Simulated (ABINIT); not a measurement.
# Ti: geometry relaxation (part 1 of 2)

The run: geometry relaxation of Ti (Im-3m, 1 atom in the cell). Method and program: Kohn-Sham DFT of a periodic cell, PBEsol, PseudoDojo NC SR PBEsol v0.4.1 standard, no spin polarisation (ABINIT 10.8.3).

The structure derives from an entry of the Crystallography Open Database.

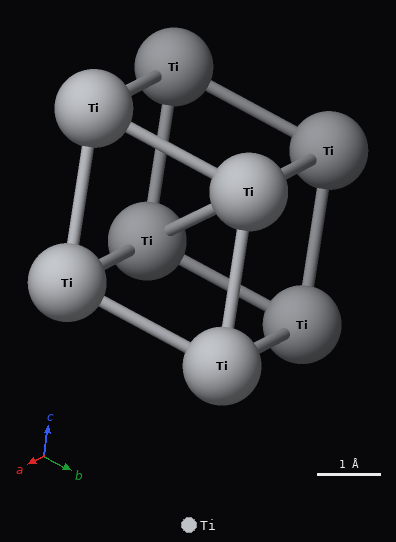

The structure as given in the input (ball-and-stick view of the cell of the calculation, seen slightly off an axis). An atom can appear more than once, as a periodic image.

**The input**
```
# Pseudopotentials
pp_dirpath "./"
pseudos "Ti.upf"

# Structure
acell 5.3711598245 5.3711598245 5.3711598245
rprim
    -0.5773502692     0.5773502692     0.5773502692
     0.5773502692    -0.5773502692     0.5773502692
     0.5773502692     0.5773502692    -0.5773502692
ntypat 1
znucl 22
natom 1
typat 1
chkprim 0
chksymtnons 0
tolsym 1.0e-6
xred
            0.0            0.0            0.0

# Plane-wave basis
ecut 1142.878222 eV
ecutsm 0.5

# k points
kptopt 1
ngkpt 8 8 8
nshiftk 1
shiftk 0.0 0.0 0.0

# Exchange and correlation
ixc -116133

# Bands and occupations
nband 10
occopt 3
tsmear 0.00183747

# SCF cycle
nstep 80
tolvrs 1.0e-12

# Output
iomode 3
prteig 0
prtebands 0
prtwf 0
prtden 0

# Relaxation
ionmov 2
optcell 2
ntime 50
tolmxf 2.0e-5
dilatmx 1.08
```

Machine: 4 threads of Arm Neoverse V1, 24 GiB of memory available, shared host.

Run as:
```bash
mpirun --bind-to none -np 4 abinit run.abi > log 2>&1
```

**What the program printed**
```
.Version 10.8.3 of ABINIT
 Symmetries : space group Im -3 m (#229); Bravais cI (body-center cubic)
================================================================================
 Values of the parameters that define the memory need of the present run
     intxc =       0    ionmov =       2      iscf =       7    lmnmax =       6
     lnmax =       6     mgfft =      36  mpssoang =       3    mqgrid =    3001
     natom =       1  nloc_mem =       1    nspden =       1   nspinor =       1
    nsppol =       1      nsym =      48    n1xccc =    2501    ntypat =       1
    occopt =       3   xclevel =       2
       mpw =        1974          nfft =       46656          nkpt =          29
================================================================================
================================================================================

--------------------------------------------------------------------------------
------------- Echo of variables that govern the present computation ------------
--------------------------------------------------------------------------------
 -outvars: echo values of preprocessed input variables --------
            acell      5.3711598245E+00  5.3711598245E+00  5.3711598245E+00 Bohr
              amu      4.78800000E+01
          chkprim           0
      chksymtnons           0
          dilatmx      1.08000000E+00
             ecut      4.20000000E+01 Hartree
           ecutsm      5.00000000E-01 Hartree
           ionmov           2
              ixc     -116133
         kptrlatt        8    0    0      0    8    0      0    0    8
          kptrlen      4.29692786E+01
            natom           1
            nband          10
            ngfft          36      36      36
             nkpt          29
            nstep          80
             nsym          48
            ntime          50
           ntypat           1
           occopt           3
          optcell           2
           prtden           0
        prtebands           0
           prteig           0
            prtwf           0
            rprim     -5.7735026920E-01  5.7735026920E-01  5.7735026920E-01
                       5.7735026920E-01 -5.7735026920E-01  5.7735026920E-01
                       5.7735026920E-01  5.7735026920E-01 -5.7735026920E-01
          spgroup         229
           tolmxf      2.00000000E-05
           tolsym      1.00000000E-06
           tolvrs      1.00000000E-12
           tsmear      1.83747000E-03 Hartree
            typat      1
            znucl       22.00000

================================================================================

 chkinp: Checking input parameters for consistency.

================================================================================
== DATASET  1 ==================================================================

--- !DatasetInfo
iteration_state: {dtset: 1, }
dimensions: {natom: 1, nkpt: 29, mband: 10, nsppol: 1, nspinor: 1, nspden: 1, mpw: 1974, }
cutoff_energies: {ecut:  42.0, pawecutdg:  -1.0, }
electrons: {nelect:   1.20000000E+01, charge:   0.00000000E+00, occopt:   3.00000000E+00, tsmear:   1.83747000E-03, }
meta: {optdriver: 0, ionmov: 2, optcell: 2, iscf: 7, paral_kgb: 0, }
...

 Real(R)+Recip(G) space primitive vectors, cartesian coordinates (Bohr,Bohr^-1):
 R(1)= -3.1010406  3.1010406  3.1010406  G(1)=  0.0000000  0.1612362  0.1612362
 R(2)=  3.1010406 -3.1010406  3.1010406  G(2)=  0.1612362  0.0000000  0.1612362
 R(3)=  3.1010406  3.1010406 -3.1010406  G(3)=  0.1612362  0.1612362  0.0000000
 Unit cell volume ucvol=  1.1928404E+02 bohr^3
 Angles (23,13,12)=  1.09471221E+02  1.09471221E+02  1.09471221E+02 degrees

 getcut: wavevector=  0.0000  0.0000  0.0000  ngfft=  36  36  36
         ecut(hartree)=     48.989   => boxcut(ratio)=   2.12726

--- Pseudopotential description ------------------------------------------------
- pspini: atom type   1  psp file is ./Ti.upf
  22.00000  12.00000  180301                  znucl, zion, pspdat
12 -116133 2 -1 1586                          pspcod,pspxc,lmax,lloc,mmax
     nproj     2     2     2

   1.77230422E+02                                ecore*ucvol(ha*bohr**3)
--------------------------------------------------------------------------------

================================================================================

=== [ionmov= 2] Broyden-Fletcher-Goldfarb-Shanno method (forces)
================================================================================

--- Iteration: ( 1/50) Internal Cycle: (1/1)
--------------------------------------------------------------------------------

---SELF-CONSISTENT-FIELD CONVERGENCE--------------------------------------------

--- !BeginCycle
iteration_state: {dtset: 1, itime: 1, icycle: 1, }
solver: {iscf: 7, nstep: 80, nline: 4, wfoptalg: 0, }
tolerances: {tolvrs: 1.00E-12, }
...

     iter   Etot(hartree)      deltaE(h)  residm     vres2
 ETOT  1  -59.251865821125    -5.925E+01 2.994E-01 7.616E+01
 ETOT  2  -59.283779078807    -3.191E-02 9.796E-02 7.204E+01
 ETOT  3  -59.296441234322    -1.266E-02 4.908E-03 1.875E-01
 ETOT  4  -59.296478037330    -3.680E-05 1.238E-03 1.365E-02
 ETOT  5  -59.296480319715    -2.282E-06 4.729E-04 7.444E-06
 ETOT  6  -59.296480324674    -4.959E-09 2.336E-04 1.221E-08
 ETOT  7  -59.296480324721    -4.727E-11 8.248E-05 2.682E-09
 ETOT  8  -59.296480324724    -3.070E-12 4.557E-05 9.098E-11
 ETOT  9  -59.296480324724     2.842E-13 1.676E-05 2.704E-13

 At SCF step    9       vres2   =  2.70E-13 < tolvrs=  1.00E-12 =>converged.

 Cartesian components of stress tensor (hartree/bohr^3)
  sigma(1 1)=  2.31345456E-04  sigma(3 2)=  0.00000000E+00
  sigma(2 2)=  2.31345456E-04  sigma(3 1)=  0.00000000E+00
  sigma(3 3)=  2.31345456E-04  sigma(2 1)=  0.00000000E+00

--- !ResultsGS
iteration_state: {dtset: 1, itime: 1, icycle: 1, }
comment   : Summary of ground state results
lattice_vectors:
- [ -3.1010406,   3.1010406,   3.1010406, ]
- [  3.1010406,  -3.1010406,   3.1010406, ]
- [  3.1010406,   3.1010406,  -3.1010406, ]
lattice_lengths: [   5.37116,    5.37116,    5.37116, ]
lattice_angles: [109.471, 109.471, 109.471, ] # degrees, (23, 13, 12)
lattice_volume:   1.1928404E+02
convergence: {deltae:  2.842E-13, res2:  2.704E-13, residm:  1.676E-05, diffor: null, }
etotal    :  -5.92964803E+01
entropy   :   0.00000000E+00
fermie    :   3.45070044E-01
cartesian_stress_tensor: # hartree/bohr^3
- [  2.31345456E-04,   0.00000000E+00,   0.00000000E+00, ]
- [  0.00000000E+00,   2.31345456E-04,   0.00000000E+00, ]
- [  0.00000000E+00,   0.00000000E+00,   2.31345456E-04, ]
pressure_GPa:  -6.8064E+00
xred      :
- [  0.0000E+00,   0.0000E+00,   0.0000E+00, Ti]
cartesian_forces: # hartree/bohr
- [ -0.00000000E+00,  -0.00000000E+00,  -0.00000000E+00, ]
force_length_stats: {min:   0.00000000E+00, max:   0.00000000E+00, mean:   0.00000000E+00, }
...

 Integrated electronic density in atomic spheres:
 ------------------------------------------------
 Atom  Sphere_radius  Integrated_density
    1        2.00000          9.53482427

---OUTPUT-----------------------------------------------------------------------

 Cartesian coordinates (xcart) [bohr]
  0.00000000000000E+00  0.00000000000000E+00  0.00000000000000E+00
 Reduced coordinates (xred)
  0.00000000000000E+00  0.00000000000000E+00  0.00000000000000E+00
 Cartesian forces (fcart) [Ha/bohr]; max,rms= 0.00000E+00 0.00000E+00 (free atoms)
 -0.00000000000000E+00 -0.00000000000000E+00 -0.00000000000000E+00
 Gradient of E wrt nuclear positions in reduced coordinates (gred)
 -0.00000000000000E+00 -0.00000000000000E+00 -0.00000000000000E+00
 Scale of Primitive Cell (acell) [bohr]
  5.37115982450000E+00  5.37115982450000E+00  5.37115982450000E+00
 Real space primitive translations (rprimd) [bohr]
 -3.10104057059130E+00  3.10104057059130E+00  3.10104057059130E+00
  3.10104057059130E+00 -3.10104057059130E+00  3.10104057059130E+00
  3.10104057059130E+00  3.10104057059130E+00 -3.10104057059130E+00
 Unitary Cell Volume (ucvol) [Bohr^3]=  1.19284038884778E+02
 Angles (23,13,12)= [degrees]
  1.09471220634491E+02  1.09471220634491E+02  1.09471220634491E+02
 Lengths [Bohr]
  5.37115982459651E+00  5.37115982459651E+00  5.37115982459651E+00
 Stress tensor in cartesian coordinates (strten) [Ha/bohr^3]
  2.31345455776912E-04  0.00000000000000E+00  0.00000000000000E+00
  0.00000000000000E+00  2.31345455776908E-04  0.00000000000000E+00
  0.00000000000000E+00  0.00000000000000E+00  2.31345455776912E-04
 Total energy (etotal) [Ha]= -5.92964803247242E+01

--- Iteration: ( 2/50) Internal Cycle: (1/1)
--------------------------------------------------------------------------------

---SELF-CONSISTENT-FIELD CONVERGENCE--------------------------------------------

--- !BeginCycle
iteration_state: {dtset: 1, itime: 2, icycle: 1, }
solver: {iscf: 7, nstep: 80, nline: 4, wfoptalg: 0, }
tolerances: {tolvrs: 1.00E-12, }
...

     iter   Etot(hartree)      deltaE(h)  residm     vres2
 ETOT  1  -59.289538311170    -5.929E+01 8.829E-04 4.592E+01
 ETOT  2  -59.291945772096    -2.407E-03 2.569E-05 2.906E+01
 ETOT  3  -59.296964034153    -5.018E-03 2.078E-04 1.724E-02
 ETOT  4  -59.296968626075    -4.592E-06 5.928E-06 1.170E-04
 ETOT  5  -59.296968646700    -2.063E-08 2.827E-07 7.463E-07
 ETOT  6  -59.296968646945    -2.446E-10 1.535E-07 1.450E-08
 ETOT  7  -59.296968646951    -6.061E-12 6.106E-08 3.811E-11
 ETOT  8  -59.296968646950     2.629E-13 3.343E-08 7.802E-14

 At SCF step    8       vres2   =  7.80E-14 < tolvrs=  1.00E-12 =>converged.

 Cartesian components of stress tensor (hartree/bohr^3)
  sigma(1 1)=  1.63478943E-04  sigma(3 2)=  0.00000000E+00
  sigma(2 2)=  1.63478943E-04  sigma(3 1)=  0.00000000E+00
  sigma(3 3)=  1.63478943E-04  sigma(2 1)=  0.00000000E+00

--- !ResultsGS
iteration_state: {dtset: 1, itime: 2, icycle: 1, }
comment   : Summary of ground state results
lattice_vectors:
- [ -3.0795182,   3.0795182,   3.0795182, ]
- [  3.0795182,  -3.0795182,   3.0795182, ]
- [  3.0795182,   3.0795182,  -3.0795182, ]
lattice_lengths: [   5.33388,    5.33388,    5.33388, ]
lattice_angles: [109.471, 109.471, 109.471, ] # degrees, (23, 13, 12)
lattice_volume:   1.1681761E+02
convergence: {deltae:  2.629E-13, res2:  7.802E-14, residm:  3.343E-08, diffor: null, }
etotal    :  -5.92969686E+01
entropy   :   0.00000000E+00
fermie    :   3.54131041E-01
cartesian_stress_tensor: # hartree/bohr^3
- [  1.63478943E-04,   0.00000000E+00,   0.00000000E+00, ]
- [  0.00000000E+00,   1.63478943E-04,   0.00000000E+00, ]
- [  0.00000000E+00,   0.00000000E+00,   1.63478943E-04, ]
pressure_GPa:  -4.8097E+00
xred      :
- [  0.0000E+00,   0.0000E+00,   0.0000E+00, Ti]
cartesian_forces: # hartree/bohr
- [ -0.00000000E+00,  -0.00000000E+00,  -0.00000000E+00, ]
force_length_stats: {min:   0.00000000E+00, max:   0.00000000E+00, mean:   0.00000000E+00, }
...

 Integrated electronic density in atomic spheres:
 ------------------------------------------------
 Atom  Sphere_radius  Integrated_density
    1        2.00000          9.52205120

---OUTPUT-----------------------------------------------------------------------

 Cartesian coordinates (xcart) [bohr]
  0.00000000000000E+00  0.00000000000000E+00  0.00000000000000E+00
 Reduced coordinates (xred)
  0.00000000000000E+00  0.00000000000000E+00  0.00000000000000E+00
 Cartesian forces (fcart) [Ha/bohr]; max,rms= 0.00000E+00 0.00000E+00 (free atoms)
 -0.00000000000000E+00 -0.00000000000000E+00 -0.00000000000000E+00
 Gradient of E wrt nuclear positions in reduced coordinates (gred)
 -0.00000000000000E+00 -0.00000000000000E+00 -0.00000000000000E+00
 Scale of Primitive Cell (acell) [bohr]
  5.33388202206635E+00  5.33388202206635E+00  5.33388202206635E+00
 Real space primitive translations (rprimd) [bohr]
 -3.07951822126571E+00  3.07951822126571E+00  3.07951822126571E+00
  3.07951822126571E+00 -3.07951822126571E+00  3.07951822126571E+00
  3.07951822126571E+00  3.07951822126571E+00 -3.07951822126571E+00
 Unitary Cell Volume (ucvol) [Bohr^3]=  1.16817612428947E+02
 Angles (23,13,12)= [degrees]
  1.09471220634491E+02  1.09471220634491E+02  1.09471220634491E+02
 Lengths [Bohr]
  5.33388202206635E+00  5.33388202206635E+00  5.33388202206635E+00
 Stress tensor in cartesian coordinates (strten) [Ha/bohr^3]
  1.63478943077701E-04  0.00000000000000E+00  0.00000000000000E+00
  0.00000000000000E+00  1.63478943077697E-04  0.00000000000000E+00
  0.00000000000000E+00  0.00000000000000E+00  1.63478943077703E-04
 Total energy (etotal) [Ha]= -5.92969686469505E+01

 Difference of energy with previous step (new-old):
           Absolute (Ha)=-4.88322E-04
           Relative     =-8.23523E-06

--- Iteration: ( 3/50) Internal Cycle: (1/1)
--------------------------------------------------------------------------------

---SELF-CONSISTENT-FIELD CONVERGENCE--------------------------------------------

--- !BeginCycle
iteration_state: {dtset: 1, itime: 3, icycle: 1, }
solver: {iscf: 7, nstep: 80, nline: 4, wfoptalg: 0, }
tolerances: {tolvrs: 1.00E-12, }
...
```
